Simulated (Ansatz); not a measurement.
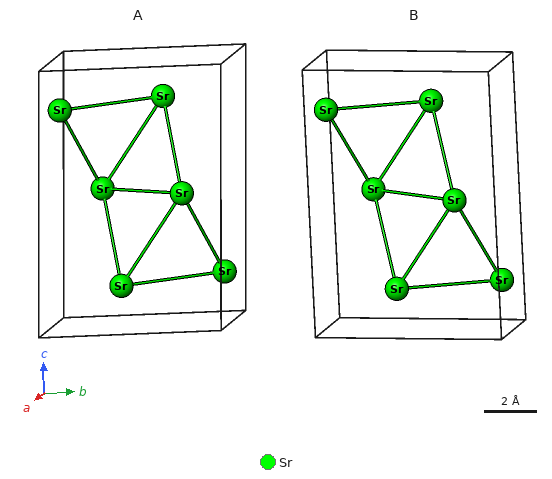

Two geometries of a crystal of Sr (built on the random type) (coarse preliminary run), drawn at one scale. One is the start of a relaxation, the other its converged end. A ball-and-stick model of the cell of the calculation, seen slightly off an axis.

Level of theory: DFT PBE, scalar-relativistic, plane waves, PAW in Ansatz 0.2.0. Settings: plane-wave cutoff 420 eV; k-point mesh 4 × 4 × 2; occupations gaussian; smearing width 0.1 eV; no spin polarisation; cell and atoms relaxed; force threshold 0.04 eV/Å; at most 70 steps.

Which one is relaxed?

Answer. Structure B is the relaxed one. Case: random cell without symmetry. The energy falls by 6.0 meV per atom in 3 accepted moves (4 points after the start). Largest force component: 0.041 eV/Å at the start, 0.0042 eV/Å at the end. Pressure: −0.02 GPa at the start and 0.00 GPa at the end. At 1 point the geometry stayed and the basis and grid were re-selected for the new cell (energy shift of less than 0.05 meV per atom at most each time). The largest moves relative to the cell, 0.046 Å, are those of Sr atoms. The drawn cell changes as follows: a 4.301 → 4.190 Å (−2.6 %), b 7.297 → 7.433 Å (+1.9 %), c 10.559 → 10.592 Å (+0.3 %), α 85.3° → 91.0°, β 89.8° → 90.1°, γ 89.9° → 90.0°; the volume changes by −0.1 %. Near-neighbour distances that change, for instance: Sr–Sr 4.470 → 4.274 Å, Sr–Sr 4.150 → 4.315 Å, Sr–Sr 4.301 → 4.190 Å, Sr–Sr 4.197 → 4.307 Å. The space group stays P-1 (No. 2).
